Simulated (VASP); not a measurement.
SiC: geometry relaxation (part 1 of 3)

The run: geometry relaxation of SiC (4 atoms in the cell). Method and program: Kohn-Sham DFT of a periodic cell, PBE, VASP PAW PBE potentials, recommended, no spin polarisation (VASP 6.6.1).

The structure derives from an entry of the Crystallography Open Database.

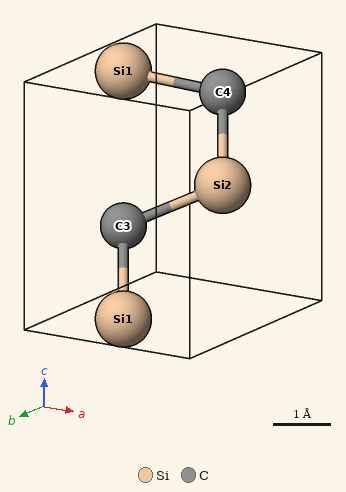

The input geometry (ball-and-stick view of the cell of the calculation, seen at an oblique angle; atoms are numbered from 1 in the order of the input). An atom can appear more than once, as a periodic image. Near neighbours in the periodic cell (some may lie outside the picture): Si has 4 C at 1.89 to 1.91 Å; C has 4 Si at 1.89 to 1.91 Å.

Summary

| quantity | value |
| --- | --- |
| outcome | converged |
| space group (tolerance 0.01 Å) | P6₃mc (186) |
| electrons treated | 16 |
| free energy | −30.1103 eV |
| gap on the k-point mesh | 2.30 eV |
| pressure | 0.01 GPa |
| final volume | 42.00 Å³ |
| largest force (length of the vector) at the end | under 0.001 eV/Å |
| final cell | a = 3.092 Å, b = 3.092 Å, c = 5.074 Å, α = 90.00°, β = 90.00°, γ = 120.00° |
| hardware | 1 thread of AMD EPYC (Zen 3), 1656 GiB of memory available, shared host |
| wall time | 2.7 min |
| peak memory | 0.15 GiB |

INCAR
```
PREC = Accurate ; ENCUT = 520
EDIFF = 1E-7 ; ISMEAR = 0
SIGMA = 0.02 ; LREAL = False
LASPH = True ; NELM = 4
ALGO = Fast ; ISIF = 3
LWAVE = False ; LCHARG = False
GGA = PE ; IBRION = 2
NSW = 80 ; EDIFFG = -0.002
```

KPOINTS
```
regular mesh
0
Gamma
  12 12 6
```

POSCAR
```
SiC                                     
1.0
    3.0917668497      0.0000000000      0.0000000000
   -1.5458834248      2.6775486323     -0.0000000000
   -0.0000000000      0.0000000000      5.0741105032
  Si              C             
     2     2
Direct
     0.3333333300000021    0.6666666699999979    0.0045857311093650
     0.6666666699999979    0.3333333300000021    0.5045857311093651
     0.3333333300000021    0.6666666699999979    0.3804142688906330
     0.6666666699999979    0.3333333300000021    0.8804142688906329
```

Launch command:
```bash
cat potpaw_PBE.64/Si/POTCAR potpaw_PBE.64/C/POTCAR > POTCAR
mpirun -np 1 vasp_std > vasp.out
```

OSZICAR
```
N       E                     dE             d eps       ncg     rms          rms(c)
DAV:   1     0.354533721327E+02    0.35453E+02   -0.73687E+03  1824   0.119E+03
DAV:   2    -0.306251878943E+02   -0.66079E+02   -0.60532E+02  2556   0.188E+02
DAV:   3    -0.337137068914E+02   -0.30885E+01   -0.30730E+01  2404   0.413E+01
DAV:   4    -0.337500738856E+02   -0.36367E-01   -0.36346E-01  2244   0.525E+00
   1 F= -.33750074E+02 E0= -.33750074E+02  d E =-.337501E+02
       N       E                     dE             d eps       ncg     rms          rms(c)
DAV:   1    -0.290794379035E+02    0.46343E+01   -0.13037E+02  1876   0.844E+01    0.116E+01
RMM:   2    -0.243990533421E+02    0.46804E+01   -0.74612E+00  1824   0.173E+01    0.486E+00
RMM:   3    -0.235980353214E+02    0.80102E+00   -0.39870E+00  1897   0.118E+01    0.187E+00
RMM:   4    -0.234457956854E+02    0.15224E+00   -0.69520E-01  1824   0.531E+00
   2 F= -.23445796E+02 E0= -.23445780E+02  d E =0.103043E+02
       N       E                     dE             d eps       ncg     rms          rms(c)
DAV:   1    -0.284314524528E+02   -0.48334E+01   -0.44061E+01  1896   0.537E+01    0.693E+00
RMM:   2    -0.276683124133E+02    0.76314E+00   -0.19177E+00  1824   0.100E+01    0.326E+00
RMM:   3    -0.274967992998E+02    0.17151E+00   -0.10088E+00  1824   0.715E+00    0.804E-01
RMM:   4    -0.274725130385E+02    0.24286E-01   -0.92939E-02  1824   0.277E+00
   3 F= -.27472513E+02 E0= -.27472513E+02  d E =0.627756E+01
       N       E                     dE             d eps       ncg     rms          rms(c)
DAV:   1    -0.293901723128E+02   -0.18934E+01   -0.10445E+01  2100   0.277E+01    0.340E+00
RMM:   2    -0.291736275846E+02    0.21654E+00   -0.50503E-01  1824   0.507E+00    0.156E+00
RMM:   3    -0.291305523732E+02    0.43075E-01   -0.26211E-01  1824   0.359E+00    0.425E-01
RMM:   4    -0.291226013186E+02    0.79511E-02   -0.23455E-02  1824   0.133E+00
   4 F= -.29122601E+02 E0= -.29122601E+02  d E =0.462747E+01
       N       E                     dE             d eps       ncg     rms          rms(c)
DAV:   1    -0.299541274731E+02   -0.82358E+00   -0.46990E+00  2208   0.192E+01    0.237E+00
RMM:   2    -0.298597121650E+02    0.94415E-01   -0.20118E-01  1824   0.330E+00    0.110E+00
RMM:   3    -0.298409239000E+02    0.18788E-01   -0.10861E-01  1824   0.232E+00    0.262E-01
RMM:   4    -0.298377139612E+02    0.32099E-02   -0.92784E-03  1824   0.836E-01
   5 F= -.29837714E+02 E0= -.29837714E+02  d E =0.391236E+01
       N       E                     dE             d eps       ncg     rms          rms(c)
DAV:   1    -0.300684315931E+02   -0.22751E+00   -0.11797E+00  2236   0.972E+00    0.121E+00
RMM:   2    -0.300442068284E+02    0.24225E-01   -0.46093E-02  1824   0.163E+00    0.566E-01
RMM:   3    -0.300392935147E+02    0.49133E-02   -0.26193E-02  1824   0.115E+00    0.129E-01
RMM:   4    -0.300385174046E+02    0.77611E-03   -0.21936E-03  1824   0.406E-01
   6 F= -.30038517E+02 E0= -.30038517E+02  d E =0.371156E+01
       N       E                     dE             d eps       ncg     rms          rms(c)
DAV:   1    -0.300993096626E+02   -0.60016E-01   -0.29661E-01  2240   0.490E+00    0.615E-01
RMM:   2    -0.300932300687E+02    0.60796E-02   -0.11049E-02  1824   0.809E-01    0.291E-01
RMM:   3    -0.300919827426E+02    0.12473E-02   -0.64395E-03  1824   0.570E-01    0.635E-02
RMM:   4    -0.300917963088E+02    0.18643E-03   -0.52906E-04  1824   0.200E-01
   7 F= -.30091796E+02 E0= -.30091796E+02  d E =0.365828E+01
       N       E                     dE             d eps       ncg     rms          rms(c)
DAV:   1    -0.301074247269E+02   -0.15442E-01   -0.74390E-02  2240   0.246E+00    0.311E-01
RMM:   2    -0.301059027280E+02    0.15220E-02   -0.26898E-03  1824   0.403E-01    0.148E-01
RMM:   3    -0.301055922479E+02    0.31048E-03   -0.15995E-03  1824   0.285E-01    0.316E-02
RMM:   4    -0.301055474773E+02    0.44771E-04   -0.13004E-04  1824   0.994E-02
   8 F= -.30105547E+02 E0= -.30105547E+02  d E =0.364453E+01
       N       E                     dE             d eps       ncg     rms          rms(c)
DAV:   1    -0.301095198677E+02   -0.39276E-02   -0.18635E-02  2248   0.123E+00    0.156E-01
RMM:   2    -0.301091401761E+02    0.37969E-03   -0.66273E-04  1824   0.201E-01    0.747E-02
RMM:   3    -0.301090648363E+02    0.75340E-04   -0.39819E-04  1824   0.142E-01    0.158E-02
RMM:   4    -0.301090543006E+02    0.10536E-04   -0.32097E-05  1824   0.494E-02
   9 F= -.30109054E+02 E0= -.30109054E+02  d E =0.364102E+01
       N       E                     dE             d eps       ncg     rms          rms(c)
DAV:   1    -0.301100604944E+02   -0.99566E-03   -0.46626E-03  2236   0.617E-01    0.785E-02
RMM:   2    -0.301099665495E+02    0.93945E-04   -0.16473E-04  1824   0.100E-01    0.375E-02
RMM:   3    -0.301099490540E+02    0.17495E-04   -0.99364E-05  1824   0.710E-02    0.789E-03
RMM:   4    -0.301099467330E+02    0.23210E-05   -0.79827E-06  1824   0.247E-02
  10 F= -.30109947E+02 E0= -.30109947E+02  d E =0.364013E+01
       N       E                     dE             d eps       ncg     rms          rms(c)
DAV:   1    -0.301102023792E+02   -0.25333E-03   -0.11661E-03  2256   0.309E-01    0.393E-02
RMM:   2    -0.301101794321E+02    0.22947E-04   -0.41074E-05  1824   0.502E-02    0.188E-02
RMM:   3    -0.301101757518E+02    0.36802E-05   -0.24824E-05  1824   0.355E-02    0.394E-03
RMM:   4    -0.301101753246E+02    0.42718E-06   -0.19916E-06  1824   0.123E-02
  11 F= -.30110175E+02 E0= -.30110175E+02  d E =0.363990E+01
       N       E                     dE             d eps       ncg     rms          rms(c)
DAV:   1    -0.301102409927E+02   -0.65241E-04   -0.29158E-04  2228   0.154E-01    0.197E-02
RMM:   2    -0.301102355273E+02    0.54654E-05   -0.10257E-05  1824   0.251E-02    0.942E-03
RMM:   3    -0.301102349574E+02    0.56984E-06   -0.62034E-06  1824   0.177E-02    0.197E-03
RMM:   4    -0.301102349266E+02    0.30770E-07   -0.49734E-07  1820   0.616E-03
  12 F= -.30110235E+02 E0= -.30110235E+02  d E =0.363984E+01
       N       E                     dE             d eps       ncg     rms          rms(c)
DAV:   1    -0.301102521874E+02   -0.17230E-04   -0.72901E-05  2252   0.772E-02    0.984E-03
RMM:   2    -0.301102509575E+02    0.12299E-05   -0.25623E-06  1824   0.125E-02    0.471E-03
RMM:   3    -0.301102509905E+02   -0.33032E-07   -0.15505E-06  1824   0.887E-03    0.985E-04
RMM:   4    -0.301102510209E+02   -0.30335E-07   -0.12522E-07  1080   0.308E-03
  13 F= -.30110251E+02 E0= -.30110251E+02  d E =0.363982E+01
       N       E                     dE             d eps       ncg     rms          rms(c)
DAV:   1    -0.301102557461E+02   -0.47555E-05   -0.18129E-05  2228   0.386E-02    0.491E-03
RMM:   2    -0.301102555109E+02    0.23512E-06   -0.63051E-07  1813   0.624E-03    0.236E-03
RMM:   3    -0.301102556072E+02   -0.96249E-07   -0.38107E-07  1549   0.441E-03
  14 F= -.30110256E+02 E0= -.30110256E+02  d E =0.363982E+01
       N       E                     dE             d eps       ncg     rms          rms(c)
DAV:   1    -0.301102570203E+02   -0.15094E-05   -0.48359E-06  2268   0.194E-02    0.263E-03
RMM:   2    -0.301102569887E+02    0.31627E-07   -0.17789E-07  1023   0.331E-03
  15 F= -.30110257E+02 E0= -.30110257E+02  d E =0.363982E+01
       N       E                     dE             d eps       ncg     rms          rms(c)
DAV:   1    -0.301102575043E+02   -0.48399E-06   -0.76963E-07  2244   0.826E-03    0.130E-03
RMM:   2    -0.301102575234E+02   -0.19027E-07   -0.31991E-08   926   0.142E-03
  16 F= -.30110258E+02 E0= -.30110258E+02  d E =0.363982E+01
       N       E                     dE             d eps       ncg     rms          rms(c)
DAV:   1    -0.301102577352E+02   -0.23088E-06   -0.19100E-07  1200   0.428E-03    0.537E-04
RMM:   2    -0.301102577515E+02   -0.16308E-07   -0.16155E-08   897   0.113E-03
  17 F= -.30110258E+02 E0= -.30110258E+02  d E =0.363982E+01
       N       E                     dE             d eps       ncg     rms          rms(c)
DAV:   1    -0.301102578483E+02   -0.11304E-06   -0.54367E-08   992   0.233E-03    0.278E-04
RMM:   2    -0.301102578574E+02   -0.91695E-08   -0.27429E-09   527   0.624E-04
  18 F= -.30110258E+02 E0= -.30110258E+02  d E =0.363982E+01
       N       E                     dE             d eps       ncg     rms          rms(c)
DAV:   1    -0.301102579026E+02   -0.54333E-07   -0.12865E-08   996   0.122E-03    0.113E-04
RMM:   2    -0.301102579084E+02   -0.58428E-08    0.00000E+00   209   0.295E-04
  19 F= -.30110258E+02 E0= -.30110258E+02  d E =0.363982E+01
       N       E                     dE             d eps       ncg     rms          rms(c)
DAV:   1    -0.301102630973E+02   -0.51948E-05   -0.96913E-04  2004   0.272E-01    0.116E-02
RMM:   2    -0.301102623907E+02    0.70662E-06   -0.16402E-05  1824   0.363E-02    0.558E-03
RMM:   3    -0.301102614350E+02    0.95574E-06   -0.33798E-06  1824   0.156E-02    0.144E-03
RMM:   4    -0.301102614679E+02   -0.32903E-07   -0.41865E-07  1614   0.598E-03
  20 F= -.30110261E+02 E0= -.30110261E+02  d E =-.355946E-05
       N       E                     dE             d eps       ncg     rms          rms(c)
DAV:   1    -0.301102633882E+02   -0.19532E-05   -0.12668E-04  1956   0.981E-02    0.398E-03
RMM:   2    -0.301102633242E+02    0.64010E-07   -0.20276E-06  1824   0.128E-02    0.194E-03
RMM:   3    -0.301102632132E+02    0.11101E-06   -0.39096E-07  1660   0.537E-03    0.546E-04
RMM:   4    -0.301102632139E+02   -0.73146E-09   -0.43902E-08  1031   0.198E-03
  21 F= -.30110263E+02 E0= -.30110263E+02  d E =-.530551E-05
       N       E                     dE             d eps       ncg     rms          rms(c)
DAV:   1    -0.301102642455E+02   -0.10323E-05   -0.26486E-05  2072   0.470E-02    0.420E-03
RMM:   2    -0.301102639738E+02    0.27165E-06   -0.60275E-07  1758   0.650E-03    0.217E-03
RMM:   3    -0.301102639854E+02   -0.11564E-07   -0.41130E-07  1735   0.457E-03
  22 F= -.30110264E+02 E0= -.30110264E+02  d E =-.771451E-06
```

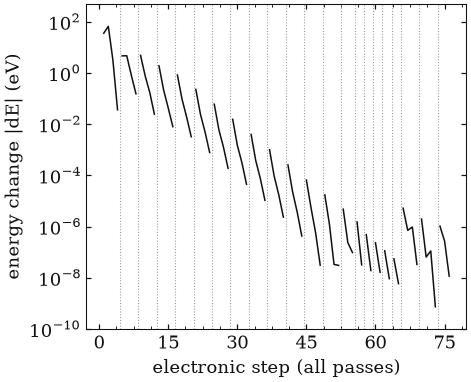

Convergence of the self-consistent field: energy change |dE| against the electronic step. Each stretch between dotted lines is the SCF of one geometry step of a relaxation. The 22 ionic steps take 2 to 4 electronic steps each.

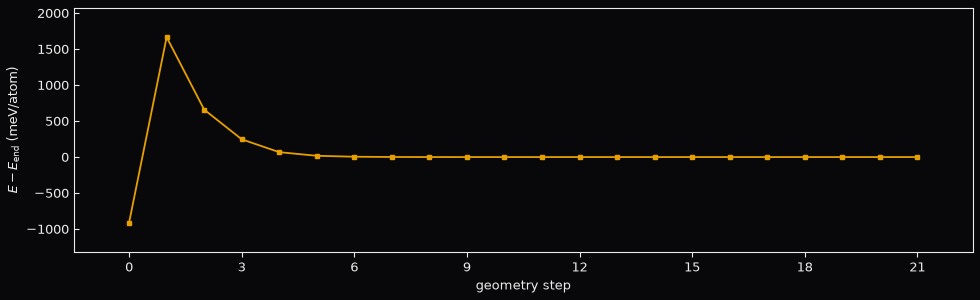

Progress of the relaxation, step by step (steps are counted from 0). Over 21 geometry steps the energy rises by 910 meV per atom. The largest force component goes from 0.053 to 0.00012 eV/Å. No atom moves by more than 0.005 Å. The cell stays as it was. The space group stays P6_3mc (No. 186). (Atoms are counted from 1 in the order of the input.)

Parts of OUTCAR
```
PREC = Accurate
   ENCUT = 520
   EDIFF = 1E-7
   ISMEAR = 0
   LREAL = False
   LASPH = True
   NELM = 4
   ISIF = 3
   GGA = PE
   IBRION = 2
   NSW = 80
   EDIFFG = -0.002

 ion  position               nearest neighbor table
   1  0.333  0.667  0.005-   4 1.89   4 1.89   4 1.89   3 1.91   2 3.10   2 3.10   2 3.10   2 3.10
                             2 3.10   2 3.10
   2  0.667  0.333  0.505-   3 1.89   3 1.89   3 1.89   4 1.91   1 3.10   1 3.10   1 3.10   1 3.10
                             1 3.10   1 3.10
   3  0.333  0.667  0.380-   2 1.89   2 1.89   2 1.89   1 1.91
   4  0.667  0.333  0.880-   1 1.89   1 1.89   1 1.89   2 1.91

  LATTYP: Found a hexagonal cell.
 ALAT       =     3.0917668497
 C/A-ratio  =     1.6411685453

  Lattice vectors:

 A1 = (   3.0917668497,   0.0000000000,   0.0000000000)
 A2 = (  -1.5458834248,   2.6775486323,   0.0000000000)
 A3 = (   0.0000000000,   0.0000000000,   5.0741105032)

Analysis of symmetry for initial positions (statically):
=====================================================================
 Subroutine PRICEL returns:
 Original cell was already a primitive cell.

 Routine SETGRP: Setting up the symmetry group for a
 hexagonal supercell.

 Subroutine GETGRP returns: Found 12 space group operations
 (whereof  6 operations were pure point group operations)
 out of a pool of 24 trial point group operations.

The static configuration has the point symmetry C_3v.
 The point group associated with its full space group is C_6v.

Analysis of symmetry for dynamics (positions and initial velocities):
=====================================================================
 Subroutine PRICEL returns:
 Original cell was already a primitive cell.

 Routine SETGRP: Setting up the symmetry group for a
 hexagonal supercell.

 Subroutine GETGRP returns: Found 12 space group operations
 (whereof  6 operations were pure point group operations)
 out of a pool of 24 trial point group operations.

The dynamic configuration has the point symmetry C_3v.
 The point group associated with its full space group is C_6v.

 Subroutine INISYM returns: Found 12 space group operations
 (whereof  6 operations are pure point group operations),
 and found     1 'primitive' translations

----------------------------------------------------------------------------------------

                                     Primitive cell

  volume of cell :      42.0053

  direct lattice vectors                    reciprocal lattice vectors
     3.091766850  0.000000000  0.000000000     0.323439654  0.186737971  0.000000000
    -1.545883425  2.677548632  0.000000000     0.000000000  0.373475943  0.000000000
     0.000000000  0.000000000  5.074110503     0.000000000  0.000000000  0.197078877

  length of vectors
     3.091766850  3.091766848  5.074110503     0.373475943  0.373475943  0.197078877

  position of ions in fractional coordinates (direct lattice)
     0.333333330  0.666666670  0.004585731
     0.666666670  0.333333330  0.504585731
     0.333333330  0.666666670  0.380414269
     0.666666670  0.333333330  0.880414269

  ion indices of the primitive-cell ions
   primitive index   ion index
                 1           1
                 2           2
                 3           3
                 4           4

----------------------------------------------------------------------------------------

 KPOINTS: regular mesh

Automatic generation of k-mesh.
 Grid dimensions read from file:
 generate k-points for:   12   12    6

 Generating k-lattice:

  Cartesian coordinates                     Fractional coordinates (reciprocal lattice)
     0.026953304  0.015561498  0.000000000     0.083333333 -0.000000000  0.000000000
     0.000000000  0.031122995  0.000000000     0.000000000  0.083333333  0.000000000
     0.000000000  0.000000000  0.032846480     0.000000000  0.000000000  0.166666667

  Length of vectors
     0.031122995  0.031122995  0.032846480

  Shift w.r.t. Gamma in fractional coordinates (k-lattice)
     0.000000000  0.000000000  0.000000000

 Subroutine IBZKPT returns following result:
 ===========================================

 Found     76 irreducible k-points:

 Following reciprocal coordinates:
            Coordinates               Weight
  0.000000  0.000000  0.000000      1.000000
  0.083333  0.000000  0.000000      6.000000
  0.166667 -0.000000  0.000000      6.000000
  0.250000  0.000000  0.000000      6.000000
  0.333333  0.000000  0.000000      6.000000
  0.416667 -0.000000  0.000000      6.000000
  0.500000  0.000000  0.000000      3.000000
  0.083333  0.083333  0.000000      6.000000
  0.166667  0.083333  0.000000     12.000000
  0.250000  0.083333  0.000000     12.000000
  0.333333  0.083333  0.000000     12.000000
  0.416667  0.083333  0.000000     12.000000
  0.166667  0.166667  0.000000      6.000000
  0.250000  0.166667  0.000000     12.000000
  0.333333  0.166667  0.000000     12.000000
  0.416667  0.166667  0.000000      6.000000
  0.250000  0.250000  0.000000      6.000000
  0.333333  0.250000  0.000000     12.000000
  0.333333  0.333333  0.000000      2.000000
  0.000000  0.000000  0.166667      2.000000
  0.083333  0.000000  0.166667     12.000000
  0.166667 -0.000000  0.166667     12.000000
  0.250000  0.000000  0.166667     12.000000
  0.333333  0.000000  0.166667     12.000000
 [... further k-points ...]
```
